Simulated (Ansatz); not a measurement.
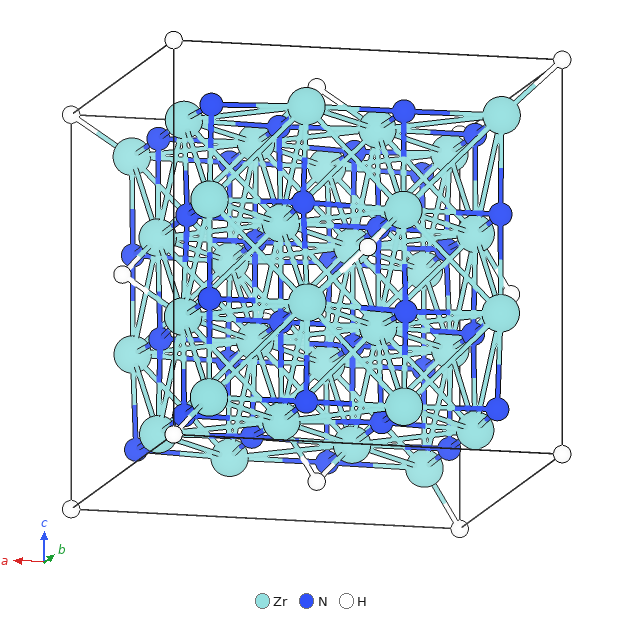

Crystal structure, ball-and-stick style, seen from a general direction. Lines trace the edges of the conventional unit cell.

What is this?

Chemical formula Zr8HN8. It is face-centred cubic, space group F-43m (No. 216). There are 68 atoms in the cell: 32 Zr, 4 H, 32 N. The coordination, counted out to bonding distance, is Zr 18 to 19 (mean 18.5), H 4 and N 6.

The cell started as a structure listed in the Materials Project, repeated into a supercell with a point defect put in. The cell was then strained or its atoms displaced on purpose. Ansatz was used for an electronic-structure calculation on it.
